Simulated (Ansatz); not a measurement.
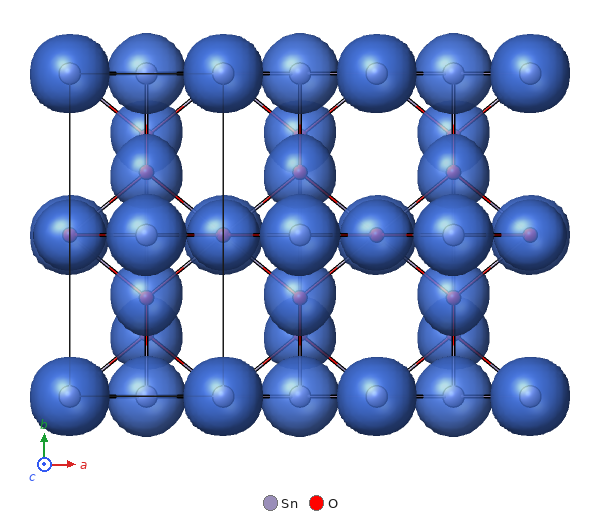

The picture shows: SnO₂. Isosurface of the valence charge density (pseudo) at 1 e/Å³ (blue), seen along the c axis. Sticks mark near contacts.

Space group Amm2; not relaxed (largest force 0.6 eV/Å).

These are results of DFT r2SCAN, scalar-relativistic, plane waves, PAW (Ansatz 0.2.0), not measurements.

The density is the valence pseudo-density of a PAW calculation; it isn't the true density close to the nuclei.

How is the density connected at this value?

At this value the density breaks into separate islands; it holds about 70 % of the electrons treated as valence (semicore included). It bridges none of the near contacts. It is pinched off along the sampled Sn–O (2.05 Å) contacts. On the grid the lowest density along these lines, outside the cores, is 0.68 e/Å³ (Sn–O, 2.05 Å).

Does the calculation give a band gap?

It is gapped, with a Kohn–Sham gap of 1.8 eV on the k-point mesh, an upper bound to the gap of this method.
